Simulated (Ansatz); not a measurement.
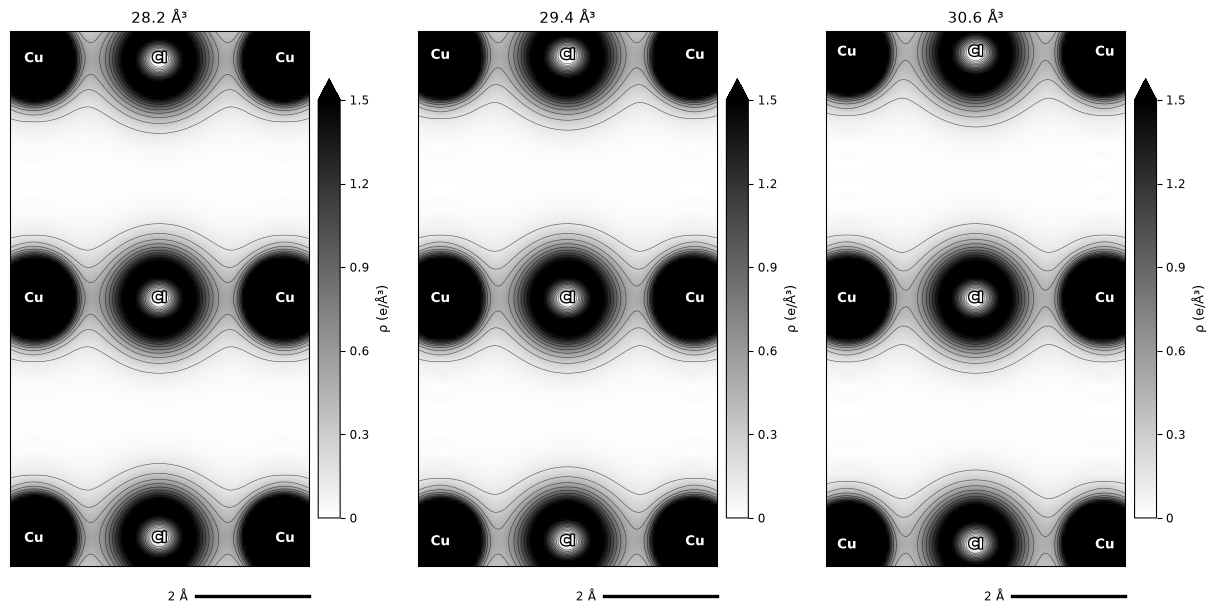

CuCl$_{2}$. The valence pseudo-density of cells scaled evenly to different volumes (given per atom above each panel), on the (100) plane of each (indices in the axes of the cell below), at one length scale and on one colour scale.

A structure from a database of computed crystals, not necessarily the ambient phase.

All numbers below come from Kohn-Sham DFT of a periodic cell, r2SCAN, Ansatz PAW (Ansatz).

The density is the valence pseudo-density of a PAW calculation; it isn't the true density close to the nuclei.

The largest cell:

```xyz
3
Lattice="4.6093 0.0000 0.0000 0.0000 4.6093 0.0000 0.0000 0.0000 4.4024" Properties=species:S:1:pos:R:3 pbc="T T T"
Cu    0.0000    0.0000    0.0000
Cl    0.0000    2.3047    0.0000
Cl    2.3047    0.0000    0.0000
```

| volume (Å³/atom) | Cu–Cl contact in the plane (Å) | ρ at its midpoint (e/Å³) | pressure (GPa) | 
| --- | --- | --- | --- |
| 28.24 | 2.230 | 0.552 | 0.8 | 
| 29.41 | 2.260 | 0.519 | −0.8 | 
| 30.00 | 2.275 | ? | ? | 
| 30.59 | 2.290 | 0.489 | −2.0 | 
| 31.18 | 2.305 | 0.464 | −2.5 | 

Question: What values belong in the row with question marks?

Answer: Over the known rows ln ρ falls by 2.24 per Å of Cu–Cl distance (a least-squares line), which gives 0.501 e/Å³ at 2.275 Å; the calculation gives 0.504 e/Å³. For the pressure, a straight line in volume between the neighbouring rows gives −1.4 GPa; the calculation gives −1.5.
